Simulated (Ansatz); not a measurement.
**Geometry relaxation, with input and output: Si₃₀C (part 3 of 3)**

Continued. System: Si₃₀C (defect cell, 31 atoms in the cell). Method: DFT PBE, scalar-relativistic, plane waves, PAW, no spin polarisation (Ansatz 0.2.0); cutoff 420 eV, 2×2×2 k-mesh, Gaussian smearing of 0.02 eV. The structure derives from a Materials Project entry. It belongs to a series of runs on one base structure; here: C on a Si site beside a Si vacancy, charge +0, atoms relaxed.

Trajectory as extended XYZ (Å, eV, eV/Å), 7 of the 8 frames kept, from step=1 to step=8
```
31
Lattice="-5.7769 3.3353 6.3650 5.7769 -3.3353 6.3650 3.8513 6.6706 -6.3650" Properties=species:S:1:pos:R:3:forces:R:3 step=1 energy=-19317.39133
C     0.0000    2.2235    0.4006    1.4274   0.8937   0.5222
Si    0.0000    2.2235    6.7656   -0.0487  -0.0527   0.1457
Si    3.8513    2.2235    0.4006   -0.0619  -0.0536   0.0129
Si    3.8513    2.2235    6.7656    0.0078  -0.0939   0.0992
Si    1.9256    5.5588    0.4006    0.0716   0.0293   0.1155
Si    1.9256    5.5588    6.7656   -0.1378   0.1644  -0.1290
Si   -3.8513    2.2235    6.7656   -0.0552   0.0864  -0.0521
Si    5.7769    5.5588    0.4006    0.0885  -0.1397  -0.0852
Si    1.9256    1.1118    3.5831   -0.1163   0.0787  -0.0534
Si    1.9256    1.1118    9.9481    0.0136   0.0165   0.0171
Si    5.7769    1.1118    3.5831   -0.0040  -0.0009   0.0170
Si    0.0000    4.4471    3.5831   -0.0113  -0.1479  -0.0685
Si    3.8513    4.4471    3.5831    0.0197  -0.0556  -0.0532
Si    3.8513    4.4471   -2.7820   -0.0344   0.0148  -0.0227
Si    1.9256    7.7824    3.5831   -0.1343  -0.0803   0.2117
Si   -1.9256    1.1118    3.5831    0.0563   0.0037  -0.0258
Si    0.0000    2.2235    2.7820    0.2173   0.1195  -2.3089
Si    0.0000    2.2235    9.1470   -0.0408  -0.0305   0.2258
Si    3.8513    2.2235    2.7820   -0.0098   0.0115   0.0032
Si   -1.9256    5.5588    2.7820   -0.0027   0.0299  -0.0024
Si    1.9256    5.5588    2.7820   -0.0075   0.0979   0.1329
Si    1.9256    5.5588   -3.5831   -0.0094   0.0337  -0.1975
Si    1.9256   -1.1118    2.7820    0.1206  -0.0696   0.1666
Si    5.7769    5.5588    2.7820   -0.0074  -0.0102  -0.1980
Si    1.9256    1.1118    5.9645    0.1807  -0.2494  -0.0516
Si    1.9256    1.1118   -0.4006   -1.8827   1.1621   0.9076
Si    0.0000    4.4471   -0.4006    0.0003  -2.3658   0.8065
Si    0.0000    4.4471    5.9645    0.1676   0.3346  -0.0134
Si    3.8513    4.4471    5.9645   -0.0584   0.2631  -0.0457
Si    3.8513    4.4471   -0.4006    0.2292   0.0064  -0.0292
Si   -1.9256    1.1118    5.9645    0.0220   0.0038  -0.0472
31
Lattice="-5.7769 3.3353 6.3650 5.7769 -3.3353 6.3650 3.8513 6.6706 -6.3650" Properties=species:S:1:pos:R:3:forces:R:3 step=2 energy=-19319.06311
C     0.1426    2.3133    0.4625    1.2601   0.8170   0.4466
Si    0.0040    2.2230    6.7791   -0.0078  -0.0900   0.1355
Si    3.8186    2.2152    0.3999    0.0161  -0.0118  -0.0245
Si    3.8795    2.1967    6.7612   -0.0359  -0.1308   0.0782
Si    1.9153    5.5385    0.4047    0.0489   0.0951   0.1152
Si    1.9144    5.5903    6.7431   -0.1790   0.0663  -0.1276
Si   -3.8619    2.2644    6.7601   -0.1381   0.0734   0.0470
Si    5.8003    5.5370    0.3839    0.0363  -0.0724  -0.1236
Si    1.8997    1.1284    3.5560   -0.0212   0.0157  -0.0425
Si    1.9170    1.1143    9.9921   -0.0728   0.0886   0.0124
Si    5.7801    1.1030    3.6232    0.0064  -0.0987   0.0250
Si   -0.0031    4.4137    3.5564   -0.0044  -0.0524  -0.0696
Si    3.8598    4.4460    3.5780    0.0074  -0.0538  -0.0219
Si    3.8425    4.4489   -2.7898   -0.0041   0.0227  -0.0625
Si    1.9102    7.7724    3.6238   -0.1217  -0.0525   0.1246
Si   -1.8878    1.1333    3.5503   -0.0192  -0.0311  -0.1022
Si    0.0202    2.2339    2.5868    0.2475   0.1611  -1.7719
Si   -0.0126    2.2150    9.1792   -0.0065  -0.0250   0.0191
Si    3.8549    2.2172    2.7859    0.0118  -0.0103   0.0979
Si   -1.9321    5.5516    2.7841   -0.0367   0.0467   0.0535
Si    1.9229    5.5593    2.7947   -0.0107   0.0701   0.0316
Si    1.9160    5.5659   -3.6025   -0.0161   0.0006  -0.0170
Si    1.9297   -1.1122    2.7908    0.0729  -0.0726   0.0430
Si    5.7865    5.5660    2.7666    0.0059  -0.0146  -0.0146
Si    1.9394    1.0930    5.9518   -0.0094  -0.0424  -0.0515
Si    1.7754    1.2107   -0.3231   -1.3933   0.9518   0.7076
Si    0.0124    4.2661   -0.3280    0.1170  -1.8253   0.7162
Si   -0.0033    4.4659    5.9539    0.0187  -0.0185  -0.0731
Si    3.8460    4.4575    5.9660    0.0671   0.0402  -0.0406
Si    3.8627    4.4423   -0.4049    0.1015   0.0199   0.0172
Si   -1.9309    1.1123    5.9549    0.0599   0.1334  -0.1271
31
Lattice="-5.7769 3.3353 6.3650 5.7769 -3.3353 6.3650 3.8513 6.6706 -6.3650" Properties=species:S:1:pos:R:3:forces:R:3 step=3 energy=-19319.88606
C     0.2921    2.4107    0.5177    0.3422  -0.0905   0.3341
Si    0.0028    2.2104    6.7910   -0.0316  -0.0596   0.0239
Si    3.8096    2.2120    0.3985   -0.1081  -0.0739  -0.0229
Si    3.8928    2.1614    6.7660    0.1056  -0.2235   0.0520
Si    1.9099    5.5471    0.4102   -0.0619   0.0663  -0.0618
Si    1.8932    5.5862    6.7275   -0.1023  -0.0449  -0.1030
Si   -3.8824    2.2968    6.7607   -0.1271   0.2209  -0.0054
Si    5.8048    5.5333    0.3718   -0.0333  -0.0513  -0.0050
Si    1.8888    1.1340    3.5381   -0.1003   0.0505  -0.1498
Si    1.9012    1.1279   10.0186   -0.0962   0.0664   0.2076
Si    5.7831    1.0806    3.6547    0.0325  -0.1406   0.2083
Si   -0.0036    4.3995    3.5336   -0.0293  -0.1293  -0.1501
Si    3.8600    4.4406    3.5768    0.0053  -0.0333   0.0026
Si    3.8419    4.4536   -2.7947   -0.0058   0.0251  -0.0145
Si    1.8987    7.7676    3.6392   -0.0236  -0.0986   0.0817
Si   -1.8674    1.1438    3.5148    0.0927   0.0540  -0.2359
Si    0.0535    2.2545    2.4121    0.0884   0.0754   0.0762
Si   -0.0204    2.2080    9.1813   -0.0296  -0.0097   0.0345
Si    3.8622    2.2096    2.7984    0.0714  -0.0485   0.0645
Si   -1.9404    5.5542    2.7934   -0.0578   0.0079   0.0444
Si    1.9222    5.5648    2.7970   -0.0047   0.0326   0.0807
Si    1.9085    5.5613   -3.6043   -0.0680   0.0195   0.0021
Si    1.9343   -1.1170    2.7911   -0.0032   0.0062   0.0547
Si    5.7861    5.5713    2.7673    0.0193   0.0391  -0.0184
Si    1.9335    1.0915    5.9412   -0.0014  -0.0249  -0.0780
Si    1.6464    1.3136   -0.2495    0.2029  -0.0487  -0.0250
Si    0.0383    4.0909   -0.2467   -0.0454   0.4428  -0.1641
Si   -0.0132    4.4473    5.9384   -0.0642  -0.0642  -0.0929
Si    3.8502    4.4468    5.9667    0.0231  -0.0431  -0.0024
Si    3.8653    4.4457   -0.4030    0.0330  -0.0025  -0.0115
Si   -1.9342    1.1348    5.9330   -0.0224   0.0806  -0.1265
31
Lattice="-5.7769 3.3353 6.3650 5.7769 -3.3353 6.3650 3.8513 6.6706 -6.3650" Properties=species:S:1:pos:R:3:forces:R:3 step=5 energy=-19319.99463
C     0.4178    2.4854    0.5635    0.0101  -0.0553   0.0288
Si   -0.0087    2.1817    6.8031    0.0011  -0.0084   0.0139
Si    3.8304    2.2030    0.4049    0.0133   0.0076   0.0146
Si    3.8936    2.1225    6.7800    0.0011   0.0052   0.0024
Si    1.9202    5.6138    0.4059   -0.0001   0.0077   0.0116
Si    1.8650    5.5296    6.6898    0.0034  -0.0390   0.0032
Si   -3.9067    2.3255    6.7642   -0.0018  -0.0110   0.0129
Si    5.7845    5.5243    0.3602   -0.0263   0.0329  -0.0050
Si    1.8940    1.1302    3.5215   -0.0020   0.0024   0.0072
Si    1.8728    1.1325   10.0560    0.0100   0.0008  -0.0223
Si    5.7955    1.0541    3.6917    0.0036   0.0155  -0.0234
Si   -0.0227    4.4001    3.5090    0.0055  -0.0032   0.0039
Si    3.8659    4.4234    3.5767   -0.0047  -0.0026  -0.0145
Si    3.8205    4.4618   -2.8077    0.0020   0.0105  -0.0120
Si    1.8719    7.7406    3.7073   -0.0086  -0.0061   0.0967
Si   -1.8548    1.1607    3.4417    0.0027   0.0004  -0.0067
Si    0.0968    2.2818    2.4165   -0.0008  -0.0155  -0.0463
Si   -0.0576    2.1858    9.2102    0.0024   0.0005  -0.0077
Si    3.8890    2.1861    2.8123   -0.0035   0.0088   0.0015
Si   -1.9760    5.5522    2.8041   -0.0119   0.0028  -0.0036
Si    1.9205    5.5649    2.8077    0.0030   0.0062  -0.0321
Si    1.8817    5.5583   -3.6316    0.0020   0.0061  -0.0018
Si    1.9315   -1.1291    2.8008   -0.0038  -0.0067  -0.0313
Si    5.7763    5.5875    2.7569    0.0033  -0.0065   0.0057
Si    1.9291    1.0768    5.9209    0.0107   0.0035  -0.0008
Si    1.6946    1.3328   -0.2319   -0.0232  -0.0007   0.0217
Si    0.0835    4.1509   -0.2285   -0.0112   0.0223  -0.0058
Si   -0.0368    4.4030    5.9055    0.0058   0.0256  -0.0062
Si    3.8547    4.4170    5.9684    0.0076   0.0052  -0.0019
Si    3.8465    4.4436   -0.4120    0.0033  -0.0076  -0.0021
Si   -1.9551    1.1818    5.8738    0.0070  -0.0014  -0.0007
31
Lattice="-5.7769 3.3353 6.3650 5.7769 -3.3353 6.3650 3.8513 6.6706 -6.3650" Properties=species:S:1:pos:R:3:forces:R:3 step=6 energy=-19319.99938
C     0.4207    2.4778    0.5527   -0.0302   0.0000   0.0671
Si   -0.0164    2.1823    6.8159    0.0396   0.0059  -0.0003
Si    3.8430    2.2110    0.4043   -0.0712  -0.0357   0.0097
Si    3.8998    2.1204    6.7762   -0.0152   0.0134   0.0207
Si    1.9180    5.6174    0.4151    0.0151  -0.0012  -0.0402
Si    1.8767    5.5067    6.6787    0.0178   0.0038   0.0269
Si   -3.8976    2.3209    6.7727    0.0014   0.0095  -0.0003
Si    5.7717    5.5475    0.3477   -0.0104  -0.0310   0.0404
Si    1.8906    1.1317    3.5176   -0.0048  -0.0032   0.0053
Si    1.8719    1.1336   10.0514   -0.0024   0.0011   0.0043
Si    5.7955    1.0553    3.6861    0.0039   0.0126  -0.0075
Si   -0.0236    4.3941    3.5025    0.0062   0.0001   0.0007
Si    3.8653    4.4272    3.5686   -0.0022  -0.0013   0.0121
Si    3.8190    4.4657   -2.8133   -0.0067  -0.0050   0.0127
Si    1.8561    7.7335    3.7879    0.0580   0.0152  -0.0160
Si   -1.8582    1.1587    3.4331    0.0090   0.0015  -0.0025
Si    0.0921    2.2741    2.4039    0.0214   0.0190  -0.0016
Si   -0.0725    2.1802    9.2259   -0.0681  -0.0541   0.0226
Si    3.8869    2.1891    2.8107    0.0085  -0.0052   0.0012
Si   -1.9777    5.5539    2.8005    0.0121  -0.0013   0.0016
Si    1.9177    5.5739    2.8131   -0.0220   0.0513   0.0270
Si    1.8815    5.5568   -3.6437   -0.0102   0.0012   0.0187
Si    1.9373   -1.1333    2.8092    0.0383  -0.0233  -0.0090
Si    5.7752    5.5899    2.7482    0.0088   0.0043  -0.0074
Si    1.9268    1.0909    5.9187   -0.0196   0.0661  -0.0304
Si    1.7008    1.3281   -0.2314    0.0588  -0.0057  -0.0233
Si    0.0872    4.1495   -0.2316    0.0148   0.0095  -0.0262
Si   -0.0324    4.4041    5.9020   -0.0317  -0.0349  -0.0366
Si    3.8700    4.4136    5.9628    0.0215  -0.0150  -0.0243
Si    3.8435    4.4476   -0.4144   -0.0206   0.0128  -0.0336
Si   -1.9507    1.1807    5.8698   -0.0197  -0.0105  -0.0118
31
Lattice="-5.7769 3.3353 6.3650 5.7769 -3.3353 6.3650 3.8513 6.6706 -6.3650" Properties=species:S:1:pos:R:3:forces:R:3 step=7 energy=-19320.00234
C     0.4200    2.4784    0.5549   -0.0044   0.0062   0.0183
Si   -0.0154    2.1829    6.8199    0.0053  -0.0032  -0.0106
Si    3.8337    2.2059    0.4038   -0.0060   0.0044   0.0035
Si    3.8997    2.1216    6.7780   -0.0038  -0.0016  -0.0025
Si    1.9175    5.6198    0.4109    0.0055  -0.0022  -0.0051
Si    1.8777    5.4920    6.6827    0.0047  -0.0070   0.0155
Si   -3.8948    2.3203    6.7729   -0.0010  -0.0001  -0.0015
Si    5.7586    5.5536    0.3495   -0.0086   0.0012   0.0263
Si    1.8921    1.1272    3.5153   -0.0019   0.0016  -0.0014
Si    1.8715    1.1345   10.0504   -0.0036   0.0020   0.0059
Si    5.7942    1.0544    3.6840    0.0060  -0.0028   0.0022
Si   -0.0201    4.3975    3.5013    0.0035  -0.0020  -0.0003
Si    3.8627    4.4293    3.5647   -0.0026  -0.0012   0.0030
Si    3.8233    4.4666   -2.8169   -0.0041  -0.0054   0.0088
Si    1.8628    7.7348    3.8095   -0.0019  -0.0074  -0.0016
Si   -1.8543    1.1608    3.4302    0.0008   0.0078   0.0022
Si    0.0976    2.2779    2.4053    0.0045  -0.0030  -0.0098
Si   -0.0794    2.1749    9.2312   -0.0031  -0.0054  -0.0080
Si    3.8862    2.1893    2.8099    0.0017   0.0033  -0.0019
Si   -1.9761    5.5540    2.8012   -0.0042   0.0001   0.0018
Si    1.9165    5.5864    2.8132    0.0033   0.0071   0.0041
Si    1.8818    5.5566   -3.6398    0.0057   0.0016  -0.0082
Si    1.9493   -1.1404    2.8091    0.0029   0.0055   0.0024
Si    5.7763    5.5908    2.7487   -0.0001  -0.0039  -0.0080
Si    1.9250    1.0995    5.9147   -0.0028   0.0042  -0.0008
Si    1.6985    1.3255   -0.2335    0.0164   0.0077  -0.0074
Si    0.0880    4.1500   -0.2336    0.0004  -0.0026  -0.0050
Si   -0.0389    4.4009    5.8991   -0.0105   0.0019  -0.0085
Si    3.8760    4.4112    5.9578   -0.0003  -0.0069   0.0000
Si    3.8373    4.4446   -0.4200    0.0080  -0.0002  -0.0038
Si   -1.9491    1.1819    5.8665   -0.0099   0.0000  -0.0095
31
Lattice="-5.7769 3.3353 6.3650 5.7769 -3.3353 6.3650 3.8513 6.6706 -6.3650" Properties=species:S:1:pos:R:3:forces:R:3 step=8 energy=-19320.00267
C     0.4209    2.4798    0.5546    0.0046  -0.0044   0.0093
Si   -0.0171    2.1827    6.8152   -0.0030   0.0011   0.0052
Si    3.8335    2.2071    0.4050    0.0027   0.0047   0.0003
Si    3.8990    2.1193    6.7782    0.0044   0.0050  -0.0022
Si    1.9182    5.6199    0.4087   -0.0022  -0.0015   0.0060
Si    1.8782    5.4850    6.6867    0.0024  -0.0086   0.0017
Si   -3.8957    2.3219    6.7728    0.0012  -0.0026  -0.0002
Si    5.7545    5.5570    0.3575   -0.0115   0.0072   0.0010
Si    1.8925    1.1280    3.5148    0.0020  -0.0081  -0.0042
Si    1.8691    1.1361   10.0503    0.0016   0.0002   0.0043
Si    5.7965    1.0526    3.6820   -0.0039  -0.0031   0.0040
Si   -0.0192    4.3982    3.4996   -0.0001   0.0020  -0.0022
Si    3.8611    4.4282    3.5669   -0.0009   0.0011  -0.0023
Si    3.8253    4.4653   -2.8155    0.0011   0.0039  -0.0026
Si    1.8631    7.7341    3.8104   -0.0008  -0.0014  -0.0013
Si   -1.8530    1.1627    3.4294   -0.0024  -0.0004  -0.0024
Si    0.0992    2.2789    2.4037    0.0002   0.0000   0.0008
Si   -0.0820    2.1733    9.2270    0.0085   0.0042  -0.0029
Si    3.8877    2.1889    2.8106    0.0030   0.0027  -0.0009
Si   -1.9771    5.5532    2.8013   -0.0001  -0.0028   0.0001
Si    1.9173    5.5879    2.8121    0.0001  -0.0002  -0.0032
Si    1.8848    5.5571   -3.6376   -0.0044  -0.0008  -0.0068
Si    1.9508   -1.1399    2.8093   -0.0013  -0.0006   0.0011
Si    5.7750    5.5906    2.7538   -0.0009   0.0016  -0.0074
Si    1.9239    1.1003    5.9136    0.0027  -0.0073   0.0037
Si    1.7006    1.3279   -0.2344   -0.0072   0.0003  -0.0035
Si    0.0887    4.1499   -0.2355   -0.0037   0.0012  -0.0014
Si   -0.0412    4.4015    5.8966    0.0012   0.0042   0.0031
Si    3.8773    4.4082    5.9592   -0.0086   0.0033  -0.0006
Si    3.8386    4.4451   -0.4196    0.0080  -0.0029   0.0016
Si   -1.9525    1.1818    5.8641    0.0073   0.0021   0.0021
```

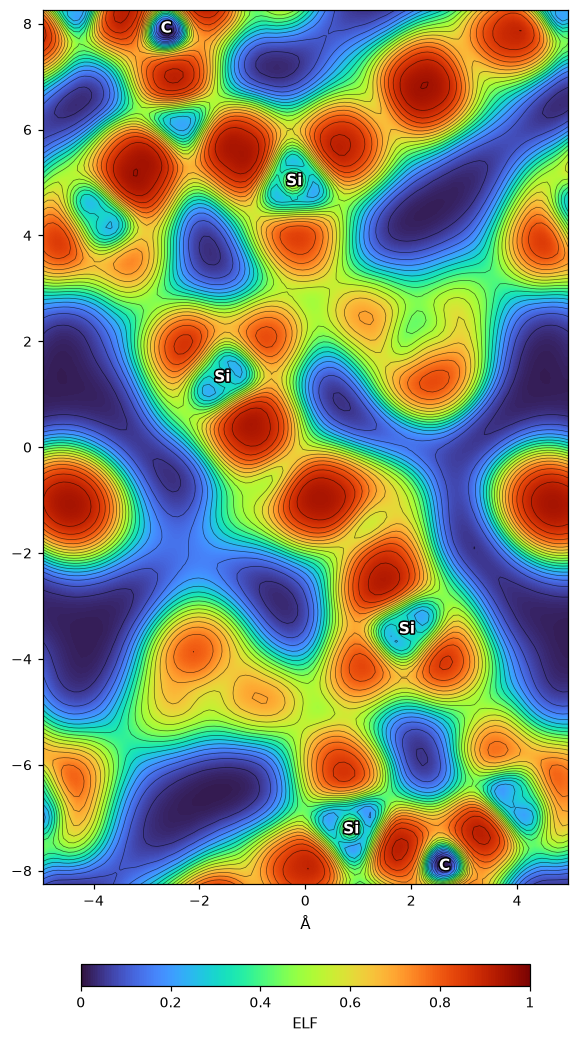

Fig. 1: ELF on the (011) plane of the calculation cell. In a PAW calculation such maps are meaningful between the atoms, not at the nuclei.

Summary

- outcome: converged
- electrons treated: 124
- free energy: −19320.0027 eV
- Fermi energy: 5.658 eV
- gap on the k-point mesh: 0.10 eV
- final volume: 654.08 Å³
- largest force (length of the vector) at the end: 0.014 eV/Å
- wall time: 2.4 min (CPU time 8.4 min)
- peak memory: 1.4 GiB
